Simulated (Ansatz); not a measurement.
**What a change does: single-point calculation on Al**

System: Al (1 atom in the cell).
Method of run A: DFT PBEsol, scalar-relativistic, plane waves, PAW, no spin polarisation (Ansatz 0.2.0).

The structure derives from a Materials Project entry. Text and figures count atoms from 1; the logs count them from 0 in places.

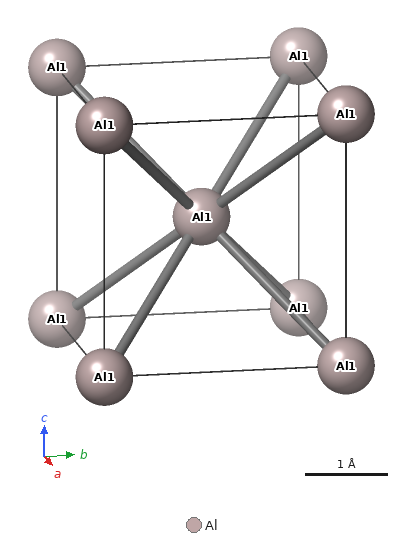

Fig. 1: The input geometry (ball-and-stick view of the cell 2 times as large as that of the calculation, set on its symmetry axes, seen slightly off an axis; atoms are numbered from 1 in the order of the input). An atom can appear more than once, as a periodic image.

Input file, run A:
```yaml
crystal:
  lattice:
    - [-1.5116577555, 1.5116577555, 1.59121869]
    - [1.5116577555, -1.5116577555, 1.59121869]
    - [1.5116577555, 1.5116577555, -1.59121869]
  atoms:
    - { symbol: Al, position: [0.0, 0.0, 0.0] }
basis:
  ecutwfc: 420
kpoints:
  mp_grid: { grid: [20, 20, 20] }
hamiltonian:
  xc: pbesol
scf:
  occupations: { method: gaussian, width: 0.15 }
output:
  forces: true
  stress: true
  eigenvalues: true
```

Launched with:
```bash
ansatz run input.yaml --threads 1 --pin off --max-ram 2560MiB --backend cpu --events-out ev --progress --plain --runs-dir out
```

Hardware: 1 thread of Intel Xeon @ 2.70GHz, 189 GiB of memory available, shared host.

Output, shortened to warnings, some set-up lines, iterations and results (run A):
```
Basis set: ecut = 420 eV, 289 PW (Γ), exchange–correlation on 36×36×36 points (8 copies of the dense FFT grid, shifted against one another)
Symmetry: 16 space group operations
k-points: 641 of 8000
Initial density: superposition of atomic densities (neutral atoms: chi_scale 0, normalization atom), corrected by the library's trained network
[...]
SCF iter   1: F=—  HF=-524.385190 eV  |F-HF|=—  |Δ(HF+E_count)|=         —  Δρ=5.81e-4  dr2=1.66e-5  ethr=1.77e-3  ⟨swp⟩=4.6  Hψ=33316  notcnv=0
SCF iter   2: F=—  HF=-524.385174 eV  |F-HF|=—  |Δ(HF+E_count)|=   1.54e-5  Δρ=2.91e-4  dr2=4.05e-6  ethr=5.52e-7  ⟨swp⟩=1.9  Hψ=9814  notcnv=0
SCF iter   3: F=-524.385175 eV  HF=-524.385175 eV  |F-HF|=2.31e-9  |Δ(HF+E_count)|=   6.91e-7  Δρ=4.12e-6  dr2=1.05e-9  ethr=1.35e-7  ⟨swp⟩=1.0  Hψ=3605  notcnv=0
SCF iter   4: F=-524.385175 eV  HF=-524.385175 eV  |F-HF|=3.46e-10  |Δ(HF+E_count)|=   1.43e-9  Δρ=1.45e-6  dr2=1.18e-10  ethr=3.51e-11  ⟨swp⟩=2.0  Hψ=4585  notcnv=0
SCF iter   5: F=-524.385175 eV  HF=-524.385175 eV  |F-HF|=1.36e-12  |Δ(HF+E_count)|=  3.30e-10  Δρ=1.35e-7  dr2=2.41e-12  ethr=3.92e-12  ⟨swp⟩=2.0  Hψ=4505  notcnv=0
SCF iter   6: F=-524.385175 eV  HF=-524.385175 eV  |F-HF|=1.14e-13  |Δ(HF+E_count)|=  1.14e-12  Δρ=1.71e-8  dr2=2.60e-14  ethr=1.00e-12  ⟨swp⟩=2.0  Hψ=12676  notcnv=0
SCF 1 converged in 6 iterations: F = -524.385175 eV  dr2 = 2.60e-14
SCF converged after 6 iterations
Free energy (F): -524.385175 eV
Harris-Foulkes:  -524.385175 eV  (|F-HF|=1.14e-13)
Internal energy: -524.380776 eV  (E = F + TS)
E sigma→0 (E₀):  -524.382976 eV
Entropy (-TS):   -0.004399 eV (-4.399 meV/atom)
Fermi energy:    9.268949 eV
--- Per-component energies (eV) ---
  E_band       = 13.515277
  E_kinetic    = 24.804596
  E_local      = 11.765366  (includes V_loc(G=0)·N_el)
  E_nonlocal   = 10.820570
  E_hartree    = 0.103610
  E_xc         = -40.269820
  E_vxc        = -30.249973  (∫ρ·V_xc dr)
  E_paw        = -454.949946  (= ΣΔE_a)
  E_vpaw       = -3.832500  (= ΣTr[D̂ρ^β])
  E_aug_tail   = -0.000003  (compensation charges beyond the density's cutoff)
  E_ewald      = -76.674289
  E_core_change = 0.019139  (= ΣΔE_core)
  E_smearing   = -0.004399  (= −TS)
  E_closure    = 0.000000  (closes the sum)
  Σ components = -524.385175   (vs F -524.385175, Δ=0.00e0)
--- Forces (eV/Å), atoms counted from 1 ---
  atom   1  Al     0.00000000     0.00000000     0.00000000
  max |Σ_I F_I| component: 1.97e-31 eV/Å
--- Stress (GPa, compression-positive) ---
       11.615180       0.000000       0.000000
        0.000000      11.615180       0.000000
        0.000000       0.000000      14.527543
  P = ⅓ Tr σ = 12.5860 GPa (125.860 kbar)
```

For run B the input was changed thus:
```diff
-    - [-1.5116577555, 1.5116577555, 1.59121869]
-    - [1.5116577555, -1.5116577555, 1.59121869]
-    - [1.5116577555, 1.5116577555, -1.59121869]
+    - [-1.5116577555, 1.5116577555, 1.6707796245]
+    - [1.5116577555, -1.5116577555, 1.6707796245]
+    - [1.5116577555, 1.5116577555, -1.6707796245]
```

How does run B compare with run A?

With the same functional and potentials, run B lies 56.4 meV per atom lower. The pressure goes from 12.59 to 7.02 GPa. The volume per atom goes from 14.54 to 15.27 Å³. The number of SCF iterations is the same. The plane waves at Γ go from 289 to 305.

Output, shortened to warnings, some set-up lines, iterations and results (run B):
```
Basis set: ecut = 420 eV, 305 PW (Γ), exchange–correlation on 40×40×40 points (8 copies of the dense FFT grid, shifted against one another)
Symmetry: 16 space group operations
k-points: 641 of 8000
Initial density: superposition of atomic densities (neutral atoms: chi_scale 0, normalization atom), corrected by the library's trained network
[...]
SCF iter   1: F=—  HF=-524.441542 eV  |F-HF|=—  |Δ(HF+E_count)|=         —  Δρ=5.47e-4  dr2=1.34e-5  ethr=1.77e-3  ⟨swp⟩=4.6  Hψ=33374  notcnv=0
SCF iter   2: F=—  HF=-524.441543 eV  |F-HF|=—  |Δ(HF+E_count)|=   5.53e-7  Δρ=2.75e-4  dr2=3.23e-6  ethr=4.45e-7  ⟨swp⟩=2.0  Hψ=9823  notcnv=0
SCF iter   3: F=-524.441544 eV  HF=-524.441544 eV  |F-HF|=2.11e-9  |Δ(HF+E_count)|=   1.80e-6  Δρ=6.80e-6  dr2=4.02e-9  ethr=1.08e-7  ⟨swp⟩=1.3  Hψ=3845  notcnv=0
SCF iter   4: F=-524.441544 eV  HF=-524.441544 eV  |F-HF|=3.53e-10  |Δ(HF+E_count)|=   1.32e-9  Δρ=1.47e-6  dr2=2.13e-10  ethr=1.34e-10  ⟨swp⟩=1.9  Hψ=4286  notcnv=0
SCF iter   5: F=-524.441544 eV  HF=-524.441544 eV  |F-HF|=7.96e-13  |Δ(HF+E_count)|=  3.33e-10  Δρ=6.56e-8  dr2=2.96e-13  ethr=7.10e-12  ⟨swp⟩=2.0  Hψ=4435  notcnv=0
SCF iter   6: F=-524.441544 eV  HF=-524.441544 eV  |F-HF|=2.27e-13  |Δ(HF+E_count)|=  6.82e-13  Δρ=8.38e-9  dr2=1.00e-14  ethr=1.00e-12  ⟨swp⟩=2.0  Hψ=12592  notcnv=0
SCF 1 converged in 6 iterations: F = -524.441544 eV  dr2 = 1.00e-14
SCF converged after 6 iterations
Free energy (F): -524.441544 eV
Harris-Foulkes:  -524.441544 eV  (|F-HF|=2.27e-13)
Internal energy: -524.437318 eV  (E = F + TS)
E sigma→0 (E₀):  -524.439431 eV
Entropy (-TS):   -0.004227 eV (-4.227 meV/atom)
Fermi energy:    8.699890 eV
--- Per-component energies (eV) ---
  E_band       = 12.286211
  E_kinetic    = 23.993211
  E_local      = 10.983000  (includes V_loc(G=0)·N_el)
  E_nonlocal   = 10.688432
  E_hartree    = 0.091028
  E_xc         = -39.925404
  E_vxc        = -29.812957  (∫ρ·V_xc dr)
  E_paw        = -454.854040  (= ΣΔE_a)
  E_vpaw       = -3.747527  (= ΣTr[D̂ρ^β])
  E_aug_tail   = -0.000002  (compensation charges beyond the density's cutoff)
  E_ewald      = -75.432682
  E_core_change = 0.019139  (= ΣΔE_core)
  E_smearing   = -0.004227  (= −TS)
  E_closure    = 0.000000  (closes the sum)
  Σ components = -524.441544   (vs F -524.441544, Δ=0.00e0)
--- Forces (eV/Å), atoms counted from 1 ---
  atom   1  Al     0.00000000     0.00000000     0.00000000
  max |Σ_I F_I| component: 2.62e-32 eV/Å
--- Stress (GPa, compression-positive) ---
        5.420722       0.000000      -0.000000
        0.000000       5.420722      -0.000000
        0.000000       0.000000      10.224690
  P = ⅓ Tr σ = 7.0220 GPa (70.220 kbar)
```

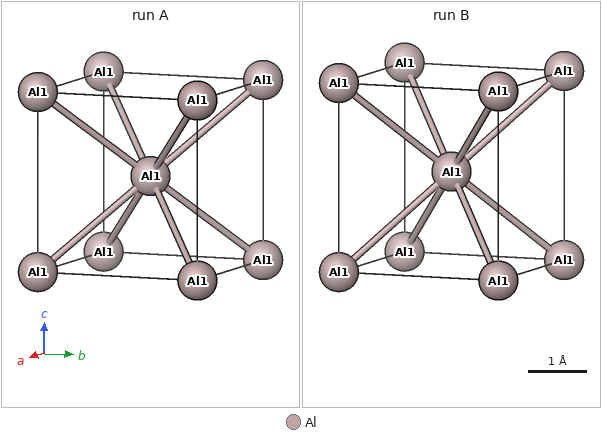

Fig. 2: The two input geometries at one scale (ball-and-stick view of the cell 2 times as large as that of the calculation, set on its symmetry axes, seen slightly off an axis). The atoms keep their places relative to the cell (all moves are under 0.005 Å). The volume changes by +5.0 %, with a = b stay at 3.023 Å, c 3.182 → 3.342 Å (+5.0 %). Among the contacts that change: Al1–Al1 2.665 → 2.713 Å.

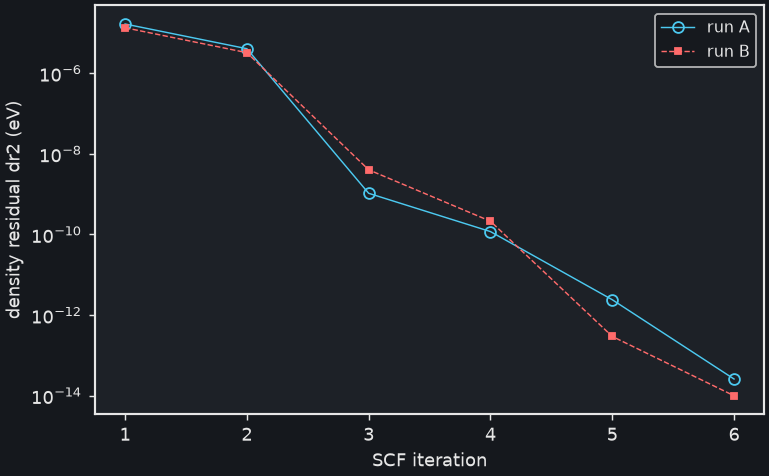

Fig. 3: Convergence of the two runs: density residual dr2 against the SCF iteration. Run A takes 6 iterations in all, and run B takes 6.

The two runs side by side:

```csv
quantity,run A,run B
outcome,converged,converged
free energy per atom (eV),−524.3852,−524.4415
"energy per atom, smearing taken to zero (eV)",−524.3830,−524.4394
gap on the mesh (eV),0.00,0.00
pressure (GPa),12.59,7.02
volume per atom (Å³),14.54,15.27
largest force (eV/Å),0.000,0.000
SCF iterations,6,6
irreducible k-points,641,641
plane waves at Γ,289,305
wall time (shared host),2.8 s,2.9 s
```

For run A: The cell is under a pressure of 12.6 GPa at this level, so it is not at its equilibrium volume.
